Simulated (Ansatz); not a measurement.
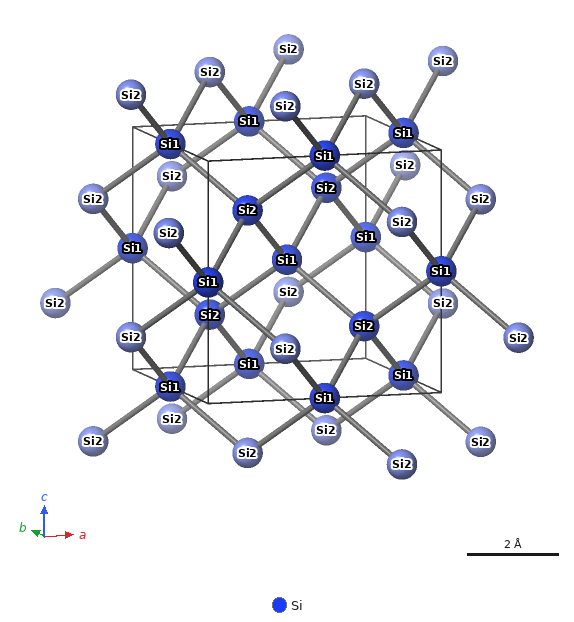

Figure 1. The input geometry (ball-and-stick view of the cell 4 times as large as that of the calculation, set on its symmetry axes, seen slightly off an axis; neighbours outside the cell are drawn fainter; atoms are numbered from 1 in the order of the input). An atom can appear more than once, as a periodic image.

## Si: geometry relaxation

The run: geometry relaxation of Si (Fd-3m, 2 atoms in the cell). Method and program: DFT PBE, scalar-relativistic, plane waves, PAW, no spin polarisation (Ansatz 0.2.0).

The structure derives from an entry of the Crystallography Open Database. Figures and captions count atoms from 1; the log counts them from 0 in places.

The input
```yaml
crystal:
  lattice:
    - [0.0, 2.71547, 2.71547]
    - [2.71547, 0.0, 2.71547]
    - [2.71547, 2.71547, 0.0]
  atoms:
    - { symbol: Si, position: [0.5, 0.5, 0.5] }
    - { symbol: Si, position: [0.75, 0.75, 0.75] }
basis:
  ecutwfc: 420
kpoints:
  mp_grid: { grid: [10, 10, 10] }
hamiltonian:
  xc: pbe
scf:
  occupations: { method: gaussian, width: 0.02 }
output:
  forces: true
  stress: true
  eigenvalues: true
  write_density: true
  write_potential: true
  elf: true
  volumetric_format: npy
relax:
  adjacent_minimum: "off"
  f_tol: 0.005
  max_steps: 80
  cell: { stress_tol: 0.05 }
```

Run on 8 threads of Intel Xeon @ 2.50GHz (Skylake/Cascade Lake), 189 GiB of memory available, shared host.

Launch command:
```bash
ansatz run input.yaml --threads 8 --pin off --max-ram 20480MiB --backend cpu --events-out ev --progress --plain --runs-dir out
```

What the program printed
```
Engine: ansatz 0.2.0, x86_64-unknown-linux-gnu
Pseudopotentials: kind: paw
Pseudopotential: Si, paw, valence charge 4, recommended cutoff 420 eV (normal), Si.paw.azcp
Functional definition: PBE
  parameter kappa = 0.804
  parameter beta = 0.06672455060314922
  exchange = pbe_x(kappa = kappa, mu = beta*pi^2/3)
  correlation = pbe_c(beta = beta)
Crystal: 2 atoms, lattice volume = 40.047 Å³
Basis set: ecut = 420 eV, 749 PW (Γ), exchange–correlation on 54×54×54 points (8 copies of the dense FFT grid, shifted against one another)
Bands: 8, of which v1, the nominal top of the filled ones, is band 4 counted from 1 (3 counted from 0)
Symmetry: 48 space group operations
Space group: Fd-3m (ITA 227), of the structure as read, at distance tolerance 3.4e-5 Å
k-points: 47 of 1000
Non-local potential: Si, projectors of the file, l = 0: 2, l = 1: 2, l = 2: 2
PAW form: soft (Blöchl's): semilocal exchange-correlation on the pseudo side does not see the compensation charge
PAW one-centre angular grid: Si, 110 points (default); XC on 64 Gauss nodes
Initial density: superposition of atomic densities (neutral atoms: chi_scale 0, normalization atom), corrected by the library's trained network
Initial wavefunctions: pseudopotential atomic-orbital guess
Functional: x = pbe(κ = 0.804, μ = 0.2195149727645171), c = pbe(β = 0.06672455060314922)
SCF iter   1: F=—  HF=-1271.613798 eV  |F-HF|=—  |Δ(HF+E_count)|=         —  Δρ=1.16e-3  dr2=2.91e-4  ethr=1.77e-3  ⟨swp⟩=6.2  Hψ=3412  notcnv=0
preconditioner: auto → none  [insulator: Δε(μ)=0.580 eV  Ē_g=9.477 eV  σ=0.020 eV  W_gap=1.00  n_scr=8 (ndim 8)  ℏωp=16.6 eV  f_vac=0.000  D(μ)=0.00/eV (n_scr^D=0)  ε∞_Penn≈4.1]
SCF iter   2: F=—  HF=-1271.614195 eV  |F-HF|=—  |Δ(HF+E_count)|=   3.96e-4  Δρ=4.81e-4  dr2=4.72e-5  ethr=3.63e-6  ⟨swp⟩=2.1  Hψ=998  notcnv=0
SCF iter   3: F=—  HF=-1271.614241 eV  |F-HF|=—  |Δ(HF+E_count)|=   4.63e-5  Δρ=9.60e-5  dr2=2.34e-6  ethr=5.90e-7  ⟨swp⟩=2.1  Hψ=567  notcnv=0
SCF iter   4: F=—  HF=-1271.614242 eV  |F-HF|=—  |Δ(HF+E_count)|=   1.36e-6  Δρ=2.21e-5  dr2=1.48e-7  ethr=2.92e-8  ⟨swp⟩=2.0  Hψ=564  notcnv=0
iter 5 did not close the SCF: its close was put off for the readings that it lacked (scf_convergence_deferred on its scf_iter line)
SCF iter   5: F=-1271.614243 eV  HF=-1271.614243 eV  |F-HF|=8.32e-10  |Δ(HF+E_count)|=   2.73e-8  Δρ=2.85e-6  dr2=1.53e-9  ethr=1.85e-9  ⟨swp⟩=2.0  Hψ=564  notcnv=0
SCF iter   6: F=-1271.614243 eV  HF=-1271.614243 eV  |F-HF|=5.91e-12  |Δ(HF+E_count)|=  9.68e-10  Δρ=3.90e-7  dr2=3.80e-11  ethr=1.91e-11  ⟨swp⟩=4.2  Hψ=1719  notcnv=0
SCF 1 converged in 6 iterations: F = -1271.614243 eV  dr2 = 3.80e-11
  greatest PAW one-centre occupation: 0.634 electrons in one spin orbital (limit 2), on the Si atom at site 1 (counted from 0), in its partial waves of l = 0
relax step   1: F+E_penalty+E_count = -1271.61424252 eV  Δ(F+E_penalty+E_count) = +0.000e0 eV  max|allowed force component| = 9.252e-18 eV/Å  Δτ_max = 0.0000 Å  P = +2.012 GPa  Ω = 40.047 Å³  (6 SCF iters, dr2 threshold 1.00e-7 eV, accepted)
Crystal: 2 atoms, lattice volume = 40.701 Å³
Basis set: ecut = 420 eV, 821 PW (Γ), exchange–correlation on 54×54×54 points (8 copies of the dense FFT grid, shifted against one another)
Initial density: handed on by an earlier stage of this run
Initial wavefunctions: those handed on with the density
iter 1 solved again at ethr=5.99e-6 eV; its pass at ethr=3.10e-3 eV (dr2=4.79e-4 eV) is discarded
SCF iter   1: F=—  HF=-1271.619344 eV  |F-HF|=—  |Δ(HF+E_count)|=         —  Δρ=9.29e-4  dr2=4.94e-4  ethr=5.99e-6  ⟨swp⟩=2.8  Hψ=3549  notcnv=0
preconditioner: auto → none  [insulator: Δε(μ)=0.600 eV  Ē_g=9.397 eV  σ=0.020 eV  W_gap=1.00  n_scr=8 (ndim 8)  ℏωp=16.5 eV  f_vac=0.000  D(μ)=0.00/eV (n_scr^D=0)  ε∞_Penn≈4.1]
SCF iter   2: F=—  HF=-1271.619217 eV  |F-HF|=—  |Δ(HF+E_count)|=   1.28e-4  Δρ=3.70e-4  dr2=7.00e-5  ethr=5.99e-6  ⟨swp⟩=1.4  Hψ=417  notcnv=0
SCF iter   3: F=—  HF=-1271.619198 eV  |F-HF|=—  |Δ(HF+E_count)|=   1.81e-5  Δρ=4.07e-5  dr2=4.97e-7  ethr=8.75e-7  ⟨swp⟩=2.1  Hψ=564  notcnv=0
SCF iter   4: F=-1271.619199 eV  HF=-1271.619199 eV  |F-HF|=1.17e-8  |Δ(HF+E_count)|=   5.09e-7  Δρ=4.06e-6  dr2=5.15e-9  ethr=2.50e-9  ⟨swp⟩=9.1  Hψ=2762  notcnv=0
SCF 2 converged in 4 iterations: F = -1271.619199 eV  dr2 = 5.15e-9
  greatest PAW one-centre occupation: 0.633 electrons in one spin orbital (limit 2), on the Si atom at site 1 (counted from 0), in its partial waves of l = 0
relax step   2: F+E_penalty+E_count = -1271.61919901 eV  Δ(F+E_penalty+E_count) = -4.956e-3 eV  max|allowed force component| = 5.204e-17 eV/Å  Δτ_max = 0.0000 Å  P = +0.482 GPa  Ω = 40.701 Å³  energy of the carried Pulay correction = -9.210e-5 eV  (4 SCF iters, dr2 threshold 2.00e-7 eV, accepted)
Crystal: 2 atoms, lattice volume = 40.911 Å³
iter 1 solved again at ethr=5.97e-7 eV; its pass at ethr=3.10e-3 eV (dr2=4.77e-5 eV) is discarded
SCF iter   1: F=—  HF=-1271.619514 eV  |F-HF|=—  |Δ(HF+E_count)|=         —  Δρ=2.93e-4  dr2=4.95e-5  ethr=5.97e-7  ⟨swp⟩=2.2  Hψ=3435  notcnv=0
preconditioner: auto → none  [insulator: Δε(μ)=0.614 eV  Ē_g=9.374 eV  σ=0.020 eV  W_gap=1.00  n_scr=8 (ndim 8)  ℏωp=16.4 eV  f_vac=0.000  D(μ)=0.00/eV (n_scr^D=0)  ε∞_Penn≈4.1]
SCF iter   2: F=—  HF=-1271.619497 eV  |F-HF|=—  |Δ(HF+E_count)|=   1.65e-5  Δρ=1.17e-4  dr2=7.08e-6  ethr=5.97e-7  ⟨swp⟩=1.3  Hψ=416  notcnv=0
SCF iter   3: F=-1271.619496 eV  HF=-1271.619496 eV  |F-HF|=4.76e-8  |Δ(HF+E_count)|=   1.13e-6  Δρ=1.30e-5  dr2=5.10e-8  ethr=2.50e-9  ⟨swp⟩=6.8  Hψ=2396  notcnv=0
SCF 3 converged in 3 iterations: F = -1271.619496 eV  dr2 = 5.10e-8
relax step   3: F+E_penalty+E_count = -1271.61949604 eV  Δ(F+E_penalty+E_count) = -2.970e-4 eV  max|allowed force component| = 5.551e-17 eV/Å  Δτ_max = 0.0000 Å  P = +0.016 GPa  Ω = 40.911 Å³  energy of the carried Pulay correction = -1.214e-4 eV  (3 SCF iters, dr2 threshold 2.00e-7 eV, accepted)
Initial wavefunctions: pseudopotential atomic-orbital guess (no wavefunctions were taken with the density)
iter 1 solved again at ethr=9.39e-8 eV; its pass at ethr=3.10e-3 eV (dr2=7.51e-6 eV) is discarded
SCF iter   1: F=—  HF=-1271.619626 eV  |F-HF|=—  |Δ(HF+E_count)|=         —  Δρ=1.84e-5  dr2=5.79e-8  ethr=9.39e-8  ⟨swp⟩=3.0  Hψ=4571  notcnv=0
preconditioner: auto → none  [insulator: Δε(μ)=0.616 eV  Ē_g=9.375 eV  σ=0.020 eV  W_gap=1.00  n_scr=8 (ndim 8)  ℏωp=16.4 eV  f_vac=0.000  D(μ)=0.00/eV (n_scr^D=0)  ε∞_Penn≈4.1]
SCF iter   2: F=—  HF=-1271.619622 eV  |F-HF|=—  |Δ(HF+E_count)|=   3.99e-6  Δρ=9.52e-6  dr2=1.64e-8  ethr=7.24e-10  ⟨swp⟩=2.4  Hψ=567  notcnv=0
SCF iter   3: F=—  HF=-1271.619623 eV  |F-HF|=—  |Δ(HF+E_count)|=   6.69e-8  Δρ=5.10e-7  dr2=5.94e-11  ethr=2.04e-10  ⟨swp⟩=2.1  Hψ=560  notcnv=0
SCF iter   4: F=-1271.619623 eV  HF=-1271.619623 eV  |F-HF|=1.21e-11  |Δ(HF+E_count)|=  7.94e-11  Δρ=1.69e-7  dr2=4.97e-12  ethr=1.00e-12  ⟨swp⟩=6.1  Hψ=1514  notcnv=0
SCF 4 converged in 4 iterations: F = -1271.619623 eV  dr2 = 4.97e-12
relax step   4: F+E_penalty+E_count = -1271.61962250 eV  Δ(F+E_penalty+E_count) = -1.265e-4 eV  max|allowed force component| = 6.476e-17 eV/Å  Δτ_max = 0.0000 Å  P = +0.022 GPa  Ω = 40.911 Å³  stress off target by 2.24e-2 GPa  SCF on the basis re-selected at this cell (its energy is not comparable with the rows above)  (4 SCF iters)
```

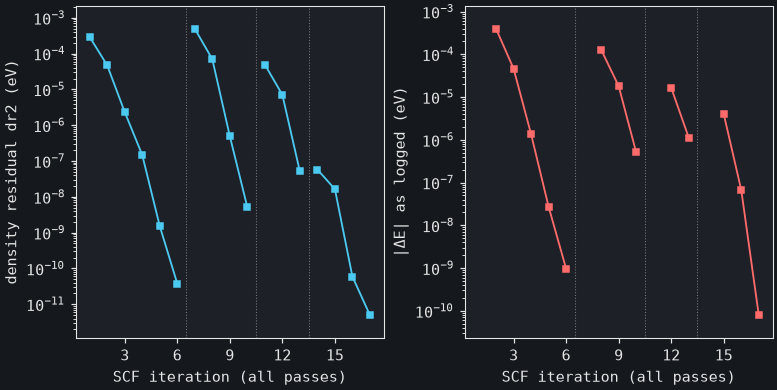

Figure 2. Convergence of the self-consistent field: density residual dr2 and size of the energy change against the SCF iteration. The dotted lines part the SCF passes of the relaxation: geometry steps, rejected trials and re-solves on a re-selected basis. The passes take 6, 4, 3 and 4 iterations.

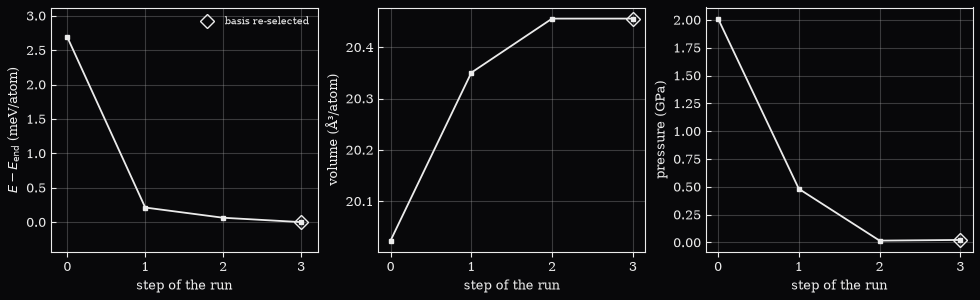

Figure 3. Progress of the relaxation, step by step (the first geometry is step 0 here and step 1 in the log).

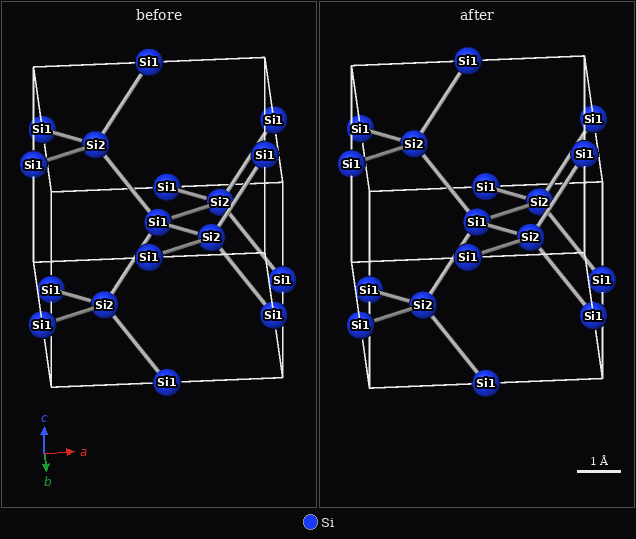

Figure 4. Before (left) and after (right) the relaxation, at one scale (ball-and-stick view of the cell 4 times as large as that of the calculation, set on its symmetry axes, seen at an oblique angle). No atom moves by more than 0.005 Å relative to the cell. The drawn cell changes as follows: a = b = c 5.431 → 5.470 Å (+0.7 %); the volume changes by +2.2 %. Distances before and after: Si1–Si2 2.352 → 2.368 Å. The space group stays Fd-3m (No. 227). Over 2 geometry steps the energy falls by 2.6 meV per atom. All forces vanish by symmetry, so only the cell relaxes. Pressure: 2.01 GPa at the start and 0.02 GPa at the end. A last SCF at the same geometry on a re-selected plane-wave basis shifts the energy by −0.1 meV per atom. (Atoms are counted from 1 in the order of the input.)

```
basis re-selected at this cell: Δ(F+E_penalty+E_count) = -1.265e-4 eV, ΔP = +0.006 GPa vs the last step (what re-selecting the basis moved, of the pressure what is left beyond the Pulay correction that the steps carried, after the strain that the cell walked since its last selection, with what the two solves' SCF thresholds leave and, on support functions, any second-order correction that the steps lacked; it is no measure of the basis error at this ecutwfc). This SCF's stress stands 2.24e-2 GPa from its target on what of the cell is left free (relax.cell.stress_tol is 5.00e-2 GPa) and its largest allowed force component is 6.48e-17 eV/Å (relax.f_tol is 5.00e-3 eV/Å): within both
SCF converged after 4 iterations
Free energy (F): -1271.619623 eV
Harris-Foulkes:  -1271.619623 eV  (|F-HF|=1.21e-11)
Internal energy: -1271.619623 eV  (E = F + TS)
E sigma→0 (E₀):  -1271.619623 eV
Fermi energy:    6.313637 eV
--- Per-component energies (eV) ---
  E_band       = 8.029797
  E_kinetic    = 80.145702
  E_local      = -56.136871  (includes V_loc(G=0)·N_el)
  E_nonlocal   = 51.751524
  E_hartree    = 15.175027
  E_xc         = -110.124814
  E_vxc        = -93.156752  (∫ρ·V_xc dr)
  E_paw        = -1025.530455  (= ΣΔE_a)
  E_vpaw       = -4.923873  (= ΣTr[D̂ρ^β])
  E_aug_tail   = 0.000013  (compensation charges beyond the density's cutoff)
  E_ewald      = -226.899747
  E_smearing   = -0.000000  (= −TS)
  E_closure    = -0.000000  (closes the sum)
  Σ components = -1271.619623   (vs F -1271.619623, Δ=0.00e0)
--- Forces (eV/Å), atoms counted from 1 ---
  atom   1  Si     0.00000000    -0.00000000    -0.00000000
  atom   2  Si    -0.00000000    -0.00000000     0.00000000
  max |Σ_I F_I| component: 1.85e-17 eV/Å
--- Stress (GPa, compression-positive) ---
        0.022444       0.000000      -0.000000
        0.000000       0.022444       0.000000
       -0.000000       0.000000       0.022444
  P = ⅓ Tr σ = 0.0224 GPa (0.224 kbar)
--- Band table (eV; the first three rows and the last of 47) ---
  k-point 0: bands = ["-5.8091", "6.0057", "6.0057", "6.0057", "8.5576", "8.5576", "8.5576", "9.1241"]
  k-point 1: bands = ["-5.6806", "4.8621", "5.8116", "5.8116", "8.5216", "8.8434", "8.8434", "10.0978"]
  k-point 2: bands = ["-5.3013", "3.0220", "5.4374", "5.4374", "8.1510", "9.3454", "9.3454", "11.8734"]
  k-point 46: bands = ["-1.6043", "-1.6043", "2.3200", "2.3200", "9.4288", "9.4288", "11.8615", "11.8615"]
--- Relaxed structure (3 steps of the walk, 3 accepted, 1 SCFs on fresh bases) ---
  F+E_penalty+E_count = -1271.61962250 eV   max|allowed force component| = 6.476e-17 eV/Å   (the final SCF, on the basis selected at the relaxed cell)
  cell:  # Å, volume = 40.9115 Å³
    - [-1.5445346474714757e-34, 2.7348812145246852, 2.7348812145246852]
    - [2.7348812145246852, 1.75153413630786e-35, 2.7348812145246852]
    - [2.7348812145246852, 2.7348812145246852, -8.279979553455334e-35]
  atoms:
    - { symbol: Si, position: [0.5, 0.5, 0.5] }
    - { symbol: Si, position: [0.7499999999999999, 0.7499999999999999, 0.7499999999999999] }
```

Trajectory as extended XYZ (Å, eV, eV/Å), 4 frames, from step=1 to step=4
```
2
Lattice="0.0000 2.7155 2.7155 2.7155 0.0000 2.7155 2.7155 2.7155 0.0000" Properties=species:S:1:pos:R:3:forces:R:3 step=1 energy=-1271.61424 pressure_GPa=2.01
Si    2.7155    2.7155    2.7155    0.0000   0.0000   0.0000
Si    4.0732    4.0732    4.0732    0.0000   0.0000   0.0000
2
Lattice="0.0000 2.7302 2.7302 2.7302 0.0000 2.7302 2.7302 2.7302 0.0000" Properties=species:S:1:pos:R:3:forces:R:3 step=2 energy=-1271.61920 pressure_GPa=0.48
Si    2.7302    2.7302    2.7302    0.0000   0.0000   0.0000
Si    4.0953    4.0953    4.0953    0.0000   0.0000   0.0000
2
Lattice="0.0000 2.7349 2.7349 2.7349 0.0000 2.7349 2.7349 2.7349 0.0000" Properties=species:S:1:pos:R:3:forces:R:3 step=3 energy=-1271.61950 pressure_GPa=0.02
Si    2.7349    2.7349    2.7349    0.0000   0.0000   0.0000
Si    4.1023    4.1023    4.1023    0.0000   0.0000   0.0000
2
Lattice="0.0000 2.7349 2.7349 2.7349 0.0000 2.7349 2.7349 2.7349 0.0000" Properties=species:S:1:pos:R:3:forces:R:3 step=4 energy=-1271.61962 pressure_GPa=0.02
Si    2.7349    2.7349    2.7349    0.0000   0.0000   0.0000
Si    4.1023    4.1023    4.1023    0.0000   0.0000   0.0000
```

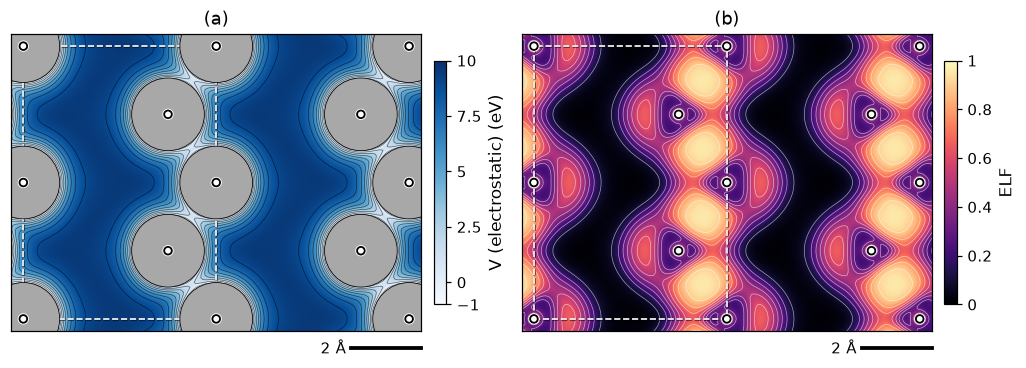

Figure 5. (a) electrostatic potential (local pseudopotential plus Hartree) felt by an electron; (b) ELF on the (110) plane of the conventional cell. Circles mark the nuclei in the plane (Si). Grey discs, where drawn, cover atomic cores. Outside the cores the potential energy rises away from the atoms and is highest about 2.4 Å from the nearest atoms; outside the discs it spans about 10 eV, and its zero is arbitrary. Core electrons are frozen (PAW), so the fields are smoothed inside the atomic spheres.

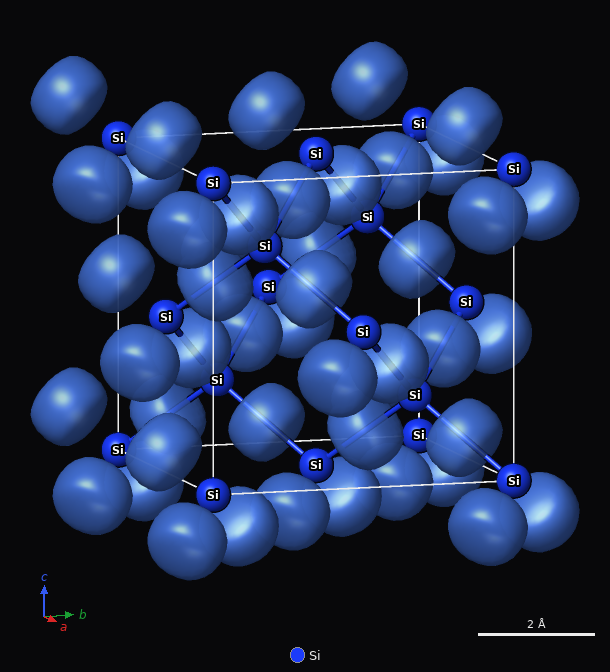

Figure 6. Isosurface of the electron localisation function at 0.8 (blue), seen slightly off an axis. Only the valence region is drawn (cores and ρ < 0.01 e/Å³ removed). Sticks mark near contacts. The outline is the cell set on symmetry axes. The ELF exceeds this value in 16 regions between bonded Si–Si atoms (shared pairs), counted in one cell of 8 atoms. Along the contacts the grid gives the following.

Key numbers

- outcome: converged
- space group (tolerance 0.01 Å): Fd-3m (227)
- electrons treated: 8
- free energy: −1271.6196 eV
- Fermi energy: 6.314 eV
- gap on the k-point mesh: 0.62 eV
- pressure: 0.02 GPa
- final volume: 40.91 Å³
- largest force (length of the vector) at the end: under 0.001 eV/Å
- final cell: a = 3.868 Å, b = 3.868 Å, c = 3.868 Å, α = 60.00°, β = 60.00°, γ = 60.00°
- wall time: 2.7 s (CPU time 12 s)
- peak memory: 0.36 GiB
